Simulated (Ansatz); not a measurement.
**Energy of TiAl along an even scaling of the cell**

System: TiAl (2 atoms in the cell).
Method: Kohn-Sham DFT of a periodic cell, HSE06, Ansatz PAW, no spin polarisation (Ansatz 0.2.0).

The 6 runs differ only in the geometry, by an even scaling of the cell at fixed fractional positions. The structure derives from a Materials Project entry.

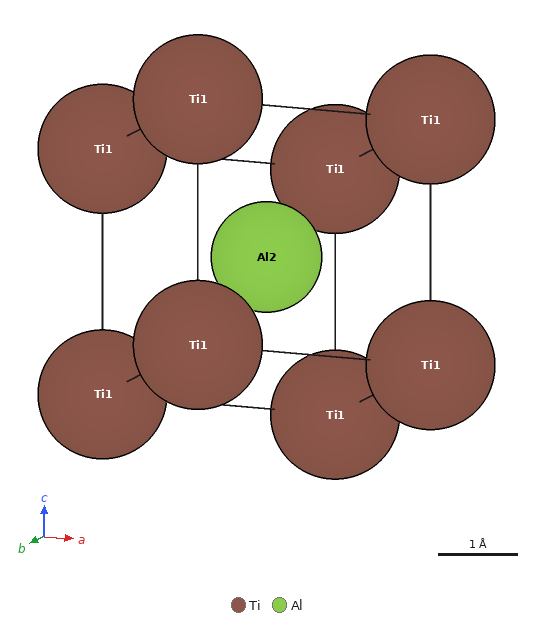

Figure 1. The structure of run 4 (spheres-only view of the cell of the calculation, seen at an oblique angle; atoms are numbered from 1 in the order of the input). An atom can appear more than once, as a periodic image.

**Input of run 4**
```yaml
crystal:
  lattice:
    - [3.2001180175, 0.0, 0.0]
    - [0.0, 3.2001180175, 0.0]
    - [0.0, 0.0, 3.2001180175]
  atoms:
    - { symbol: Ti, position: [0.0, 0.0, 0.0] }
    - { symbol: Al, position: [0.5, 0.5, 0.5] }
hamiltonian:
  xc: hse06
  pseudopotentials: { kind: paw }
kpoints:
  mp_grid: { grid: [6, 6, 6] }
scf:
  occupations: { method: fermi_dirac, width: 0.05 }
output:
  forces: true
  stress: true
  eigenvalues: true
```

Run 5 differs from it as follows:
```diff
-    - [3.2001180175, 0.0, 0.0]
-    - [0.0, 3.2001180175, 0.0]
-    - [0.0, 0.0, 3.2001180175]
+    - [3.2208985869, 0.0, 0.0]
+    - [0.0, 3.2208985869, 0.0]
+    - [0.0, 0.0, 3.2208985869]
```

**Results, with one run withheld**

| run | volume per atom (Å³) | free energy per atom, from the lowest run given (meV) | pressure (GPa) |
| --- | --- | --- | --- |
| 1 | 15.101 | 10.88 | 6.07 |
| 2 | 15.422 | 1.75 | 3.09 |
| 3 | 16.065 | 0.00 | −2.04 |
| 4 | 16.386 | 6.31 | −4.24 |
| 5 | 16.707 | ? | ? |
| 6 | 17.028 | 31.16 | −8.02 |

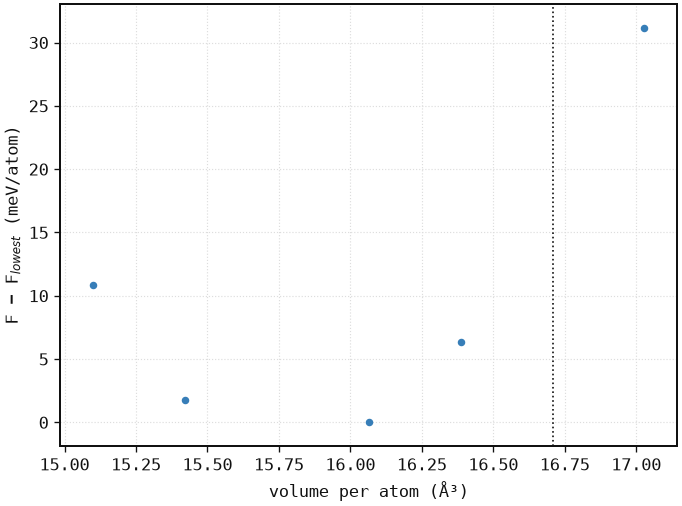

Figure 2. Free energy per atom of the runs given; the dotted line marks run 5.

Estimate the energy of run 5 from the others.

A cubic polynomial in V^(−2/3) (the Birch–Murnaghan form), fitted to the 5 runs given, misses them by at most 0.01 meV per atom. With x = V^(−2/3) − 0.15765 Å⁻², it reads F = −0.96529 − 1315.7 x + 5.4448e+05 x² − 1.0028e+05 x³ (meV per atom). At run 5 it gives 16.84 meV per atom, and the run itself gives 16.84. The slope of the fit gives a pressure −dF/dV of −6.23 GPa there, and the run prints −6.23 GPa. The fit has its minimum at 15.794 Å³ per atom, where V d²F/dV² gives 124 GPa: the bulk modulus at this level, since symmetry fixes the shape and the positions.

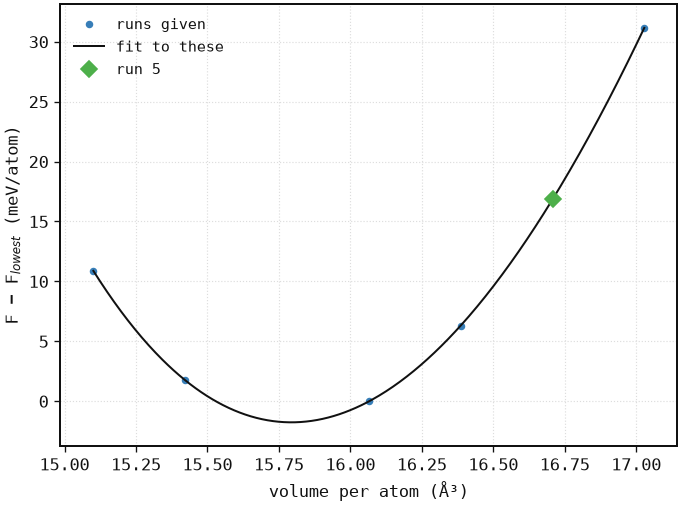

Figure 3. The fit and the withheld run.

**Output, shortened to warnings, some set-up lines, iterations and results (run 5)**
```
Warning: output.stress: scf.convergence.dr2_threshold = 1e-7 eV (the SCF's general default) is looser than the 2e-10 eV advised for a printed stress (1e-10 eV for each atom of the cell: 2). What an SCF threshold leaves in a stress goes as its square root, and in the free energy as the threshold itself, and one threshold admits the most on a small cell: of the crystals measured, under no hybrid …
Warning: output.stress: scf.exx.energy_threshold = 1e-6 eV is looser than the 2e-8 eV advised for a stress under a hybrid functional (1e-8 eV for each atom of the cell: 2). Every SCF of the exchange loop can meet its threshold on dr2 while the loop round them stops early: no threshold on dr2 bounds what that leaves in the stress. Set scf.exx.energy_threshold to 2e-8 eV or tighter. The threshold …
Basis set: ecut = 420 eV, 619 PW (Γ), exchange–correlation on 48×48×48 points (8 copies of the dense FFT grid, shifted against one another)
Symmetry: 48 space group operations
k-points: 20 of 216
Initial density: superposition of atomic densities (neutral atoms: chi_scale 0, normalization atom), corrected by the library's trained network
[...]
SCF iter   1: F=—  HF=-3037.698798 eV  |F-HF|=—  |Δ(HF+E_count)|=         —  Δρ=7.37e-3  dr2=2.47e-2  ethr=1.77e-3  ⟨swp⟩=5.3  Hψ=993  notcnv=0
SCF iter   2: F=—  HF=-3037.693821 eV  |F-HF|=—  |Δ(HF+E_count)|=   4.98e-3  Δρ=2.55e-3  dr2=2.51e-3  ethr=1.65e-4  ⟨swp⟩=3.5  Hψ=533  notcnv=0  defer=2
SCF iter   3: F=—  HF=-3037.693603 eV  |F-HF|=—  |Δ(HF+E_count)|=   2.19e-4  Δρ=3.75e-4  dr2=4.98e-5  ethr=3.25e-7  ⟨swp⟩=3.0  Hψ=1112  notcnv=0  defer=1
SCF iter   4: F=—  HF=-3037.693597 eV  |F-HF|=—  |Δ(HF+E_count)|=   5.91e-6  Δρ=1.13e-4  dr2=9.56e-7  ethr=3.25e-7  ⟨swp⟩=3.6  Hψ=453  notcnv=0  defer=1
SCF iter   5: F=—  HF=-3037.693598 eV  |F-HF|=—  |Δ(HF+E_count)|=   8.04e-7  Δρ=1.50e-5  dr2=7.10e-8  ethr=6.38e-9  ⟨swp⟩=4.0  Hψ=532  notcnv=0
[... 11 lines ...]
SCF iter   1: F=—  HF=-3037.422202 eV  |F-HF|=—  |Δ(HF+E_count)|=         —  Δρ=7.51e-5  dr2=1.17e-6  ethr=2.16e-6  ⟨swp⟩=3.5  Hψ=575  notcnv=0
SCF iter   2: F=—  HF=-3037.422203 eV  |F-HF|=—  |Δ(HF+E_count)|=   1.93e-6  Δρ=5.03e-5  dr2=4.10e-7  ethr=5.96e-9  ⟨swp⟩=4.6  Hψ=663  notcnv=0
SCF iter   3: F=—  HF=-3037.422203 eV  |F-HF|=—  |Δ(HF+E_count)|=   4.53e-8  Δρ=2.40e-5  dr2=6.61e-8  ethr=2.14e-9  ⟨swp⟩=2.8  Hψ=415  notcnv=0
SCF iter   4: F=-3037.422204 eV  HF=-3037.422204 eV  |F-HF|=4.61e-9  |Δ(HF+E_count)|=   1.56e-7  Δρ=4.09e-6  dr2=6.92e-9  ethr=3.08e-10  ⟨swp⟩=4.7  Hψ=599  notcnv=0  defer=2
SCF 3 converged in 4 iterations: F = -3037.422204 eV  dr2 = 6.92e-9
  Residual-converged pass: ⟨swp⟩=3.0  Hψ=457  notcnv=0  max |occ|·‖R‖ = 2.3e-6 eV (tolerance 2.4e-6 eV)  dr2=7.00e-9  dr2_onsite=6.62e-10  max |Δocc| = 8.2e-12
hybrid outer 2: dexx = +1.756e-6 eV, tail = 3.51e-8 eV, Δε = 3.31e-3 eV (about 8.72e-5 eV left of the loop's levels)
hybrid SCF converged: 2 outer / 11 inner (+7 warm-up), last move |dexx| = 1.76e-6 eV, tail = 3.51e-8 eV
Stability not checked: this state was not tested for a lower state beside it, because the functional holds exact exchange (a hybrid, or Hartree-Fock), whose exchange loop this test does not read (fock_operator; see scf.lower_state_search)
Free energy (F): -3037.422204 eV
Frozen-core exchange: fock
Harris-Foulkes:  -3037.422204 eV  (|F-HF|=4.61e-9)
Internal energy: -3037.414823 eV  (E = F + TS)
E sigma→0 (E₀):  -3037.418513 eV
Entropy (-TS):   -0.007381 eV (-3.690 meV/atom)
Fermi energy:    11.164620 eV
--- Per-component energies (eV) ---
  E_band       = -202.537778
  E_kinetic    = 294.728353
  E_local      = -1032.529800  (includes V_loc(G=0)·N_el)
  E_nonlocal   = 16.219099
  E_hartree    = 435.354184
  E_xc         = -111.554183
  E_vxc        = -121.663703  (∫ρ·V_xc dr)
  E_exx        = -42.732601  (= α·E_x^exact, valence–valence)
  E_paw        = -1497.237443  (= ΣΔE_a)
  E_vpaw       = -144.537153  (= ΣTr[D̂ρ^β])
  E_aug_tail   = 0.000123  (compensation charges beyond the density's cutoff)
  E_ewald      = -1099.445769
  E_core_change = -0.216786  (= ΣΔE_core)
  E_smearing   = -0.007381  (= −TS)
  E_closure    = -0.000001  (closes the sum)
  Σ components = -3037.422204   (vs F -3037.422204, Δ=-4.55e-13)
--- Forces (eV/Å), atoms counted from 1 ---
  atom   1  Ti     0.00000000    -0.00000000     0.00000000
  atom   2  Al     0.00000000    -0.00000000     0.00000000
  max |Σ_I F_I| component: 9.86e-30 eV/Å
--- Stress (GPa, compression-positive) ---
       -6.230150       0.000000       0.000000
        0.000000      -6.230150      -0.000000
        0.000000      -0.000000      -6.230150
  P = ⅓ Tr σ = -6.2301 GPa (-62.301 kbar)
```

The program warns: the exchange loop's threshold is looser than advised for the stress; the SCF threshold is looser than advised for the printed stress.
